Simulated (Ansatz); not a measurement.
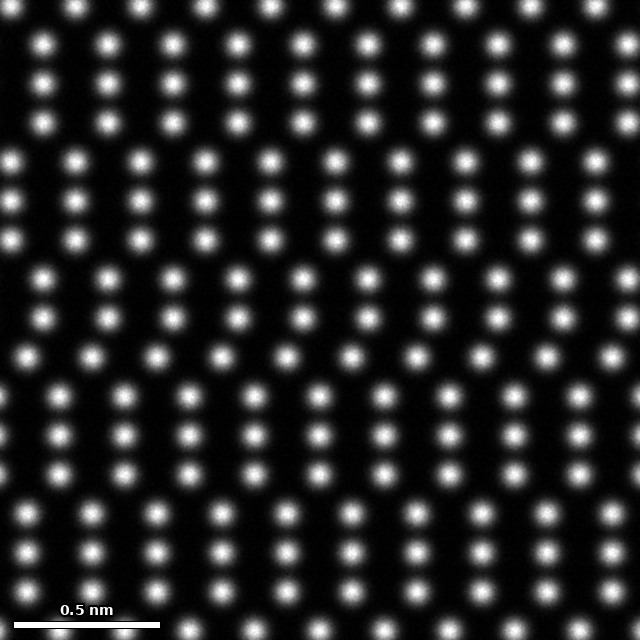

Dark-field STEM-like image of Mo (P6/mmm, No. 191) along [101]. Simulated incoherent Z contrast: every atom adds Z^1.6 spread by a probe of 0.64 Å full width; channelling and multiple scattering are left out. Shot noise was added.

One planar defect was built into the perfect crystal by geometry alone, without relaxation. Host structure: the geometry given to an electronic-structure calculation, possibly off equilibrium; the starting structure was generated, so it need not be a known form of this composition.

### Where does the periodic pattern break, and how?

A planar fault (a stacking fault) runs horizontally about 12 Å below the top edge. The part above it is shifted along the boundary by 1/4 of the 2.23 Å repeat of the rows (0.6 Å to the right, the same as 1.7 Å to the left); both parts keep the same orientation.
